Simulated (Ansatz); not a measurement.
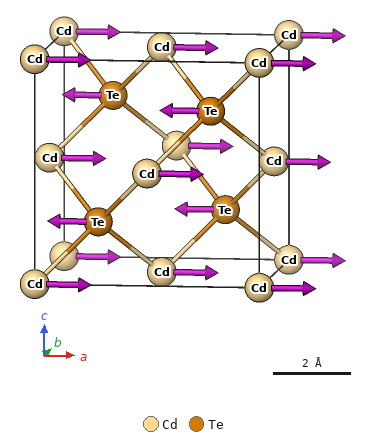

One vibrational mode of crystalline CdTe relaxed at 20 GPa at the zone centre. The purple arrows give the relative displacements of the atoms. A ball-and-stick model of the conventional cell (4 times the calculation's cell), seen from a free direction. Lengths and directions refer to the drawn axes.

Computed with DFT PBEsol, scalar-relativistic, plane waves, PAW (Ansatz 0.2.0).

Input file:
```yaml
crystal:
  lattice:
    - [0.0, 2.9755832913, 2.9755832913]
    - [2.9755832913, 0.0, 2.9755832913]
    - [2.9755832913, 2.9755832913, 0.0]
  atoms:
    - { symbol: Cd, position: [0.0, 0.0, 0.0] }
    - { symbol: Te, position: [0.75, 0.75, 0.75] }
basis:
  ecutwfc: 420
kpoints:
  mp_grid: { grid: [8, 8, 8] }
hamiltonian:
  xc: pbesol
scf:
  occupations: { method: fixed }
output:
  eigenvalues: true
phonons:
  method: dfpt
  dielectric: true
  rigid_motions: translations
  eigenvectors: true
```

Launched with:
```bash
ansatz run input.yaml --threads 1 --pin off --max-ram 3072MiB --backend cpu --events-out ev --progress --plain --runs-dir out
```

Frequencies are those without the non-analytic (LO–TO) term.

Question: Give the symmetry, activity and frequency of this mode.

Answer: This is the T₂ mode (triply degenerate; one member of the set is drawn) at 216 cm⁻¹, the only optical level, infrared- and Raman-active by symmetry. The Cd sublattice moves against the Te sublattice, along a; the kinetic energy is shared as Cd 53 %, Te 47 %. Its infrared intensity is 3.3 (D/Å)²/amu for the set.
